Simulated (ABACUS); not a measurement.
# MoSi2: 7 runs along one coordinate

System: MoSi2 (I4/mmm, 3 atoms in the cell).
Method: Kohn-Sham DFT of a periodic cell, PBE, PseudoDojo NC SR 0.4.1 PBE standard, no spin polarisation (ABACUS 3.10.1).

The 7 runs differ only in the geometry, by an even scaling of the cell at fixed fractional positions. The structure derives from an entry of the Crystallography Open Database.

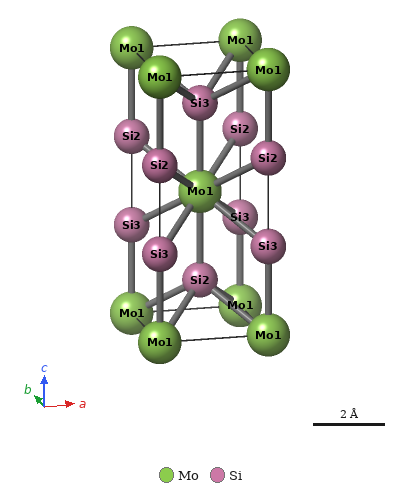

Figure 1. The structure of run 4 (ball-and-stick view of the cell 2 times as large as that of the calculation, set on its symmetry axes, seen slightly off an axis; atoms are numbered from 1 in the order of the input).

**Input file of run 4**
```
INPUT_PARAMETERS
suffix              Si2Mo
calculation         scf
basis_type          pw
pseudo_dir          ./
symmetry            1
dft_functional      pbe
ecutwfc             81
pseudo_rcut         10
nspin               1
nbands              15
ks_solver           dav
smearing_method     fd
smearing_sigma      0.00367493
scf_thr             1e-08
scf_nmax            100
mixing_type         broyden
mixing_beta         0.7
cal_force           1
cal_stress          1
kpar                4
```

**File STRU of run 4**
```
ATOMIC_SPECIES
Mo 95.9500 Mo.upf
Si 28.0850 Si.upf

LATTICE_CONSTANT
1.8897261246

LATTICE_VECTORS
-1.6000000000 1.6000000000 3.9305000000
1.6000000000 -1.6000000000 3.9305000000
1.6000000000 1.6000000000 -3.9305000000

ATOMIC_POSITIONS
Direct

Mo
0.0
1
0.0000000000 0.0000000000 0.0000000000 1 1 1

Si
0.0
2
0.6670000000 0.6670000000 0.0000000000 1 1 1
0.3330000000 0.3330000000 0.0000000000 1 1 1
```

**File KPT of run 4**
```
K_POINTS
0
Gamma
12 12 12 0 0 0
```

Command:
```bash
OMP_NUM_THREADS=1 mpirun -np 4 abacus > log
```

Run 5 differs from it as follows:
```diff
--1.6000000000 1.6000000000 3.9305000000
-1.6000000000 -1.6000000000 3.9305000000
-1.6000000000 1.6000000000 -3.9305000000
+-1.6105963353 1.6105963353 3.9565305599
+1.6105963353 -1.6105963353 3.9565305599
+1.6105963353 1.6105963353 -3.9565305599
```

**Results, with one run withheld**

```csv
run,volume per atom (Å³),"free energy per atom, from the lowest run given (meV)",pressure (GPa)
1,12.611,48.46,17.74
2,12.879,23.55,12.04
3,13.148,7.71,6.93
4,13.416,0.00,2.33
5,13.684,?,?
6,13.953,5.76,−5.51
7,14.221,17.81,−8.84
```

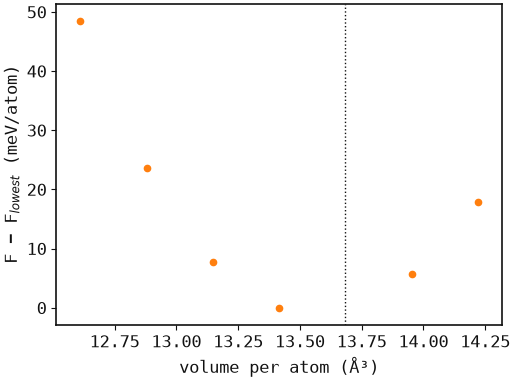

Figure 2. Free energy per atom of the runs given; the dotted line marks run 5.

Fit the runs given and predict run 5.

A cubic polynomial in V^(−2/3) (the Birch–Murnaghan form), fitted to the 6 runs given, misses them by at most 0.02 meV per atom. With x = V^(−2/3) − 0.17768 Å⁻², it reads F = 1.1484 + 2389.5 x + 6.4367e+05 x² + 7.8457e+05 x³ (meV per atom). At run 5 it gives −0.40 meV per atom, and the run itself gives −0.40. The slope of the fit gives a pressure −dF/dV of −1.78 GPa there, and the run prints −1.80 GPa. The fit has its minimum at 13.565 Å³ per atom, where V d²F/dV² gives 207 GPa. Cell shape and fractional positions are held, so this is the stiffness under even scaling; the relaxed bulk modulus wasn't computed.

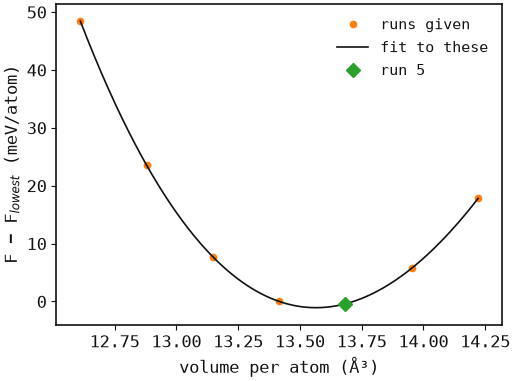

Figure 3. The fit and the withheld run.

**Some lines of the output (run 5)**
```
[...]
                             Volume (A^3) = 41.0532
 E_Fermi        1.2066497193         16.4173116721
 E_Fermi        1.0923660659         14.8624027980
 E_Fermi        1.1659970876         15.8642042431
 E_Fermi        1.1556899240         15.7239680876
 E_Fermi        1.1558682147         15.7263938570
 E_Fermi        1.1562490433         15.7315752956
 E_Fermi        1.1562014653         15.7309279639
 E_KS(sigma->0) -157.5907335030      -2144.1319276403
 E_Fermi        1.1561897495         15.7307685629
 final etot is -2144.1330931 eV
 EFERMI = 15.730768563 eV
 TOTAL-PRESSURE: -18.024546 KBAR
 !FINAL_ETOT_IS -2144.1330931335169225 eV
```
